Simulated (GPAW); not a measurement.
## Magnetic state of Co2 Re2 Co2 0001 from several starts

A self-consistent run ends on one state, which hangs on the start. Several orders of Co2 Re2 Co2 0001 are started in GPAW and their energies compared.

Main program and level: GPAW 26.7.0; PBE; plane waves with GPAW's PAW setups, scalar-relativistic.

## 1. The structure

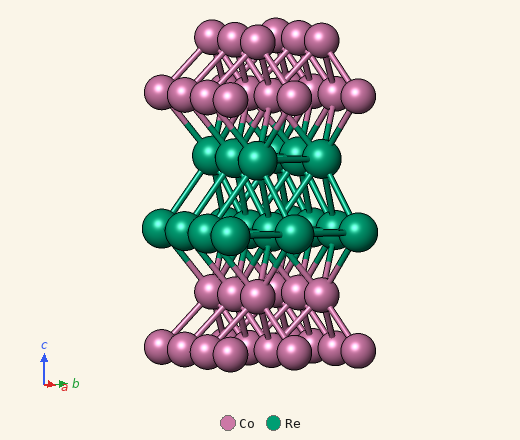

The starting structure, seen from the side, with the c axis up (cobalt pink, rhenium teal). 3×2×1 cells are drawn. Bonds to atoms that aren't drawn are left out. Some periodic images of atoms are drawn too.

The cell holds 6 atoms: 4 Co and 2 Re. Its edges and angles: a = 2.761 Å, b = 2.761 Å, c = 21.497 Å, α = 90.0°, β = 90.0°, γ = 120.0°. ideal sites on the substrate's mesh, layer spacings from atomic volumes, unrelaxed, 12 A of vacuum. Vacuum lies along c.

As a file:

```cif
data_structure
_symmetry_space_group_name_H-M 'P 1'
_symmetry_Int_Tables_number 1
_cell_length_a 2.7610
_cell_length_b 2.7610
_cell_length_c 21.4974
_cell_angle_alpha 90.000
_cell_angle_beta 90.000
_cell_angle_gamma 120.000
_cell_volume 141.92
loop_
_atom_site_label
_atom_site_type_symbol
_atom_site_fract_x
_atom_site_fract_y
_atom_site_fract_z
_atom_site_occupancy
Co1 Co 0.00000 0.00000 0.27910 1
Co2 Co 0.33333 0.66667 0.35732 1
Re3 Re 0.00000 0.00000 0.44821 1
Re4 Re 0.33333 0.66667 0.55179 1
Co5 Co 0.00000 0.00000 0.64268 1
Co6 Co 0.33333 0.66667 0.72090 1
```

## 2. Start 1: ferro ++++

The parallel start comes first: it fits the smallest cell, keeps the most symmetry and shows whether parallel moments form.

The input, order1.py:

```python
import json
import numpy as np
from ase import Atoms
from ase.parallel import paropen, parprint
from gpaw import GPAW

atoms = Atoms(['Co', 'Co', 'Re', 'Re', 'Co', 'Co'],
    cell=[[2.761, 0.0, 0.0],
         [-1.3805, 2.391096, 0.0],
         [0.0, 0.0, 21.497386]],
    scaled_positions=[[0.0, 0.0, 0.279104],
         [0.333333, 0.666667, 0.357316],
         [0.0, 0.0, 0.448211],
         [0.333333, 0.666667, 0.551789],
         [0.0, 0.0, 0.642684],
         [0.333333, 0.666667, 0.720896]],
    pbc=True,
    magmoms=[1.8, 1.8, 0.0, 0.0, 1.8, 1.8])
atoms.calc = GPAW(mode={'name': 'pw', 'ecut': 450},
    xc='PBE',
    kpts={'size': (20, 20, 1), 'gamma': True},
    occupations={'name': 'fermi-dirac', 'width': 0.05},
    convergence={'density': 1e-05, 'energy': 1e-05},
    maxiter=200,
    mixer={'name': 'pulay', 'beta': 0.03, 'nmaxold': 8, 'weight': 100},
    symmetry={'tolerance': 1e-4},
    txt='order1.txt')
e = atoms.get_potential_energy(force_consistent=True)
res = {'free_energy': e, 'energy_sigma0': atoms.get_potential_energy(), 'fermi_energy': atoms.calc.get_fermi_level()}
res['moments'] = atoms.get_magnetic_moments().tolist()
res['total'] = atoms.get_magnetic_moment()
parprint('site moments (muB):', np.round(res['moments'], 3))
parprint(f"total moment: {res['total']:.3f} muB")
parprint(f'free energy: {e:.6f} eV')
atoms.calc.write('order1.gpw')
with paropen('results.json', 'w') as f:
    json.dump(res, f)
```

Run with:

```
$ OMP_NUM_THREADS=1 mpirun -n 4 gpaw python order1.py > order1.log
```

Numbers of over 12 decimals in the logs are rounded to 6 here.

What it wrote:

```text
site moments (muB): [ 1.873  1.377 -0.013 -0.013  1.377  1.873]
total moment: 6.404 muB
free energy: -52.731736 eV

--- order1.txt ---
Input parameters:
  mode=PW(ecut=450),
  convergence={'density': 1e-05, 'energy': 1e-05},
  kpts=MonkhorstPack(size=(20, 20, 1), gamma=True),
  maxiter=200,
  mixer=Pulay(name='pulay', nmaxold=8, beta=0.03, weight=100, sigma=0.015, g_ss=None),
  occupations=Occupations(name='fermi-dirac', width=0.05),
  symmetry=Symmetry(tolerance=0.0001),
  xc=XC(name='PBE')

Diagonalizing LCAO Hamiltonian
Converting LCAO to pw mode

        Co

       Co
        Re

       Re
        Co

       Co

Atoms  # Å, Bohr magnetons
|   | symbol |         x |        y |         z |    initial magnetic moments |
|---|--------|-----------|----------|-----------|-----------------------------|
| 0 |     Co |  0.000000 | 0.000000 |  6.000006 | ( 0.0000,  0.0000,  1.8000) |
| 1 |     Co | -0.000001 | 1.594065 |  7.681360 | ( 0.0000,  0.0000,  1.8000) |
| 2 |     Re |  0.000000 | 0.000000 |  9.635365 | ( 0.0000,  0.0000,  0.0000) |
| 3 |     Re | -0.000001 | 1.594065 | 11.862021 | ( 0.0000,  0.0000,  0.0000) |
| 4 |     Co |  0.000000 | 0.000000 | 13.816026 | ( 0.0000,  0.0000,  1.8000) |
| 5 |     Co | -0.000001 | 1.594065 | 15.497380 | ( 0.0000,  0.0000,  1.8000) |

Unit cell  # Å
| periodic |         x |        y |         z |   lengths |     angles |
|----------|-----------|----------|-----------|-----------|------------|
|      yes |  2.761000 | 0.000000 |  0.000000 |  2.761000 |  90.000000 |
|      yes | -1.380500 | 2.391096 |  0.000000 |  2.761000 |  90.000000 |
|      yes |  0.000000 | 0.000000 | 21.497386 | 21.497386 | 120.000001 |

Number of symmetries: 6

BZ-sampling:
  Number of BZ points: 400
  Number of IBZ points: 44

  Monkhorst-Pack size: [20, 20, 1]
  Monkhorst-Pack shift: [0.025, 0.025, 0.0]

K-points  # in reciprocal-cell coordinates
|     |                                coordinates |     weight |
|-----|--------------------------------------------|------------|
|   0 | ( -0.00000000,  -0.00000000,   0.00000000) | 0.00250000 |
|   1 | (  0.05000000,  -0.00000000,   0.00000000) | 0.01500000 |
|   2 | (  0.10000000,  -0.05000000,   0.00000000) | 0.01500000 |
|   3 | (  0.10000000,  -0.00000000,   0.00000000) | 0.01500000 |
|   4 | (  0.15000000,  -0.05000000,   0.00000000) | 0.03000000 |
|   5 | (  0.15000000,  -0.00000000,   0.00000000) | 0.01500000 |
|   6 | (  0.20000000,  -0.10000000,   0.00000000) | 0.01500000 |
|   7 | (  0.20000000,  -0.05000000,   0.00000000) | 0.03000000 |
|   8 | (  0.20000000,  -0.00000000,   0.00000000) | 0.01500000 |
|   9 | (  0.25000000,  -0.10000000,   0.00000000) | 0.03000000 |
| ... |                                            |            |
|  43 | (  0.50000000,   0.50000000,   0.00000000) | 0.00750000 |

Plane wave coefficients: 3102
Cutoff: 450.000000 eV

Spin-components: 2 (collinear spins)
Bands:           46
Projectors:      36
Spin-degeneracy: 1
Datatype:        complex128

Parallelization:
  kpt:    4
  domain: 1
  band:   1

Density:
  Valence electrons: 62.0
  Components: 2
  Grid points: [ 14  14 108]
  Charge: 0.0  # |e|

Potential:
  Grid points: [ 14  14 108]

species:
  Co:
    name:    Cobalt
    Z:       27.0
    valence: 9
    core:    18
    charge:  0.0  # [|e|]
    compensation charges:
      type: gauss
      rc: 0.32  # [Å]
      lmax: 2
    cutoffs:
      filter: 1.87  # [Å]
      core: 2.55  # [Å]
    projectors
    | kind |    occ | energy [eV] | rcut [Å] |
    |------|--------|-------------|----------|
    |   4s |  2.000 |      -5.469 |    1.005 |
    |   4p |  0.000 |      -1.277 |    1.058 |
    |   3d |  7.000 |      -8.205 |    1.005 |
    |    s |        |      21.742 |    1.005 |
    |    p |        |      25.934 |    1.058 |
    |    d |        |      19.007 |    1.005 |

    Using partial waves for Co as LCAO basis

  Re:
    name:    Rhenium
    Z:       75.0
    valence: 13
    core:    62
    charge:  0.0  # [|e|]
    compensation charges:
      type: gauss
      rc: 0.42  # [Å]
      lmax: 2
    cutoffs:
      filter: 2.40  # [Å]
      core: 2.76  # [Å]
    projectors
    | kind |    occ | energy [eV] | rcut [Å] |
    |------|--------|-------------|----------|
    |   6s |  2.000 |      -5.924 |    1.376 |
    |   5p |  6.000 |     -47.045 |    1.376 |
    |   6p |  0.000 |      -1.325 |    1.376 |
    |   5d |  5.000 |      -5.383 |    1.307 |
    |    s |        |      21.287 |    1.376 |
    |    d |        |      21.828 |    1.307 |

    Using partial waves for Re as LCAO basis

Reference energy: -1058985.950654  # eV

eigensolver:
  PPCG
  Converge bands: occupied
  niter=2

density mixing:
  Pulay-Mixer
  Linear mixing parameters: 0.03
  Old densities: 8
  Fourier metric: weight=100, sigma=0.015

occupation numbers:
  Fermi-Dirac:
    width: 0.0500  # eV

poisson solver:
  ecut: 3600.000000  # eV

xc functional:
  name: PBE with 2 nearest neighbor stencil

convergence criteria:
- Maximum integral of absolute [dens]ity change: 1e-05 electrons / valence electron
- Maximum [total energy] change in last 3 cyles: 1e-05 eV / valence electron
- Maximum integral of absolute [eigenst]ate change: 4e-08 eV^2 / valence electron
maximum number of iterations: 200

SCF iterations
|iter     |      energy | eigst |  dens |  magmom |
|---------|-------------|-------|-------|---------|
|iter:   1|       0s |  -55.210165 | +0.34 |       |  +7.2095|
|iter:   2|       5s |  -54.375251 | -1.03 | -0.86 |  +7.1435|
|iter:   3|      10s |  -53.596979 | -1.85 | -0.95 |  +7.1440|
|iter:   4|      16s |  -53.274555 | -2.38 | -1.09 |  +7.1022|
|iter:   5|      21s |  -52.622610 | -1.04 | -1.14 |  +6.9004|
|iter:   6|      26s |  -52.617272 | -2.43 | -1.32 |  +6.8964|
|iter:   7|      31s |  -52.618542 | -3.43 | -1.33 |  +6.8965|
|iter:   8|      36s |  -52.684748 | -2.26 | -1.33 |  +6.8382|
|iter:   9|      41s |  -52.571300 | -2.09 | -1.33 |  +6.8159|
|iter:  10|      47s |  -52.598434 | -2.29 | -1.44 |  +6.6899|
[... 36 iterations left out ...]
|iter:  47|     223s |  -52.697144c| -7.82c| -4.41 |  +6.4033|
|iter:  48|     227s |  -52.697144c| -7.98c| -4.47 |  +6.4033|
|iter:  49|     231s |  -52.697144c| -8.26c| -4.52 |  +6.4033|
|iter:  50|     235s |  -52.697144c| -8.35c| -4.55 |  +6.4034|
|iter:  51|     239s |  -52.697144c| -8.21c| -4.59 |  +6.4034|
|iter:  52|     242s |  -52.697144c| -8.48c| -4.70 |  +6.4035|
|iter:  53|     245s |  -52.697144c| -8.43c| -4.77 |  +6.4035|
|iter:  54|     248s |  -52.697144c| -8.45c| -4.83 |  +6.4036|
|iter:  55|     250s |  -52.697144c| -8.64c| -4.97 |  +6.4036|
|iter:  56|     253s |  -52.697144c| -8.93c| -5.03c|  +6.4036|

Converged in 56 steps
Energy contributions relative to reference atoms: (reference = -1058985.950654)

Energy contributions:
  Kinetic:          43.745023
  Coulomb:         -40.781039
  Zero:              1.070026
  External:          0.000000
  Xc:              -56.696564
  Entropy:          -0.069182
  Spinorbit:         0.000000
  ----------------------------
  Free energy:     -52.731736
  Extrapolated:    -52.697144

dipole moment: (-19.893492, -16.682709, -0.000045)  # |e|*Ang

Total magnetic moment: (0.000000, 0.000000, 6.403582)

Local magnetic moments
|        x |        y |         z |
|----------|----------|-----------|
| 0.000000 | 0.000000 |  1.872598 |  # Co   0
| 0.000000 | 0.000000 |  1.376717 |  # Co   1
| 0.000000 | 0.000000 | -0.013463 |  # Re   2
| 0.000000 | 0.000000 | -0.013464 |  # Re   3
| 0.000000 | 0.000000 |  1.376725 |  # Co   4
| 0.000000 | 0.000000 |  1.872598 |  # Co   5

Fermi level: 4.227
Eigenvalues  # (at kpt = [-0.000, -0.000, 0.000])
| band index |      eig [eV] | occ [0-1] |      eig [eV] | occ [0-1] |
|------------|---------------|-----------|---------------|-----------|
|          0 |       -37.983 |     1.000 |       -37.996 |     1.000 |
|        ... |               |           |               |           |
|         26 |         2.465 |     1.000 |         3.623 |     1.000 |
|         27 |         2.622 |     1.000 |         4.106 |     0.918 |
|         28 |         2.813 |     1.000 |         4.112 |     0.909 |
|         29 |         2.813 |     1.000 |         4.112 |     0.909 |
|         30 |         2.829 |     1.000 |         4.149 |     0.824 |
|         31 |         2.829 |     1.000 |         4.342 |     0.091 |
|         32 |         2.895 |     1.000 |         4.342 |     0.091 |
|         33 |         3.600 |     1.000 |         5.003 |     0.000 |
|         34 |         3.600 |     1.000 |         5.003 |     0.000 |
|         35 |         3.693 |     1.000 |         5.083 |     0.000 |
|         36 |         3.693 |     1.000 |         5.083 |     0.000 |
|         37 |         5.142 |     0.000 |         5.352 |     0.000 |
|         38 |         5.780 |     0.000 |         5.960 |     0.000 |
|         39 |         5.780 |     0.000 |         6.023 |     0.000 |
|         40 |         5.796 |     0.000 |         6.023 |     0.000 |
|         41 |         7.112 |     0.000 |         7.200 |     0.000 |
|        ... |               |           |               |           |
|         45 |        11.047 |     0.000 |        11.171 |     0.000 |

No gap
No difference between direct/indirect transitions
```

Run time: 4.4 min. Hardware: 4 MPI ranks of Intel Xeon at 2.70GHz, shared host; peak memory 1.1 GiB.

Spin moment in the augmentation sphere by atom:

```csv
atom,spin moment in the augmentation sphere (μB)
Co1,1.87
Co2,1.38
Re3,-0.01
Re4,-0.01
Co5,1.38
Co6,1.87
```

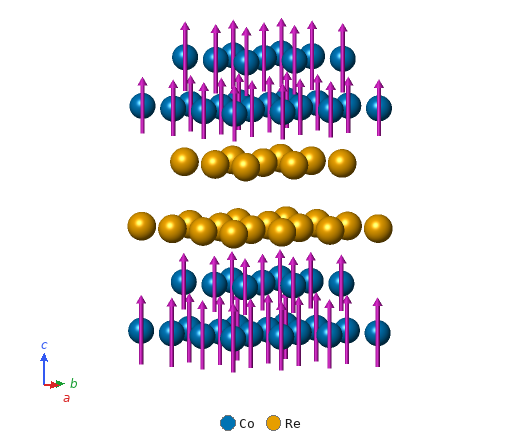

Spin moment in the augmentation sphere as arrows, the longest 1.87 μB. Up and down stand for the sign. Arrows give size and sign along the axis of quantisation, drawn up and down the page. 3×3×1 cells are drawn. Some periodic images of atoms are drawn too.

Numbers from this step:

| Property | Result |
| --- | --- |
| magnetization | 6.404 μB |
| final state | ferromagnetic |

After 56 cycles the largest moment stands at 1.87 μB.

(Part 1 of 2 ends here.)

[Logs and program files are shortened in this print: banners, set-up blocks, solver, clock and traceback lines can be left out without a mark of their own.]

[Logs are printed without paths, hosts, clocks, repeated set-up lines and the standing remarks that a program may print on its own settings, such as how far it seeks lower states.]

[Hosts, paths, dates, database ids (printed as entryN), source tags and the programs' standing remarks are cut or masked in the printed files.]

[Where a cell is said to come from a database of computed structures, the database is the Materials Project.]
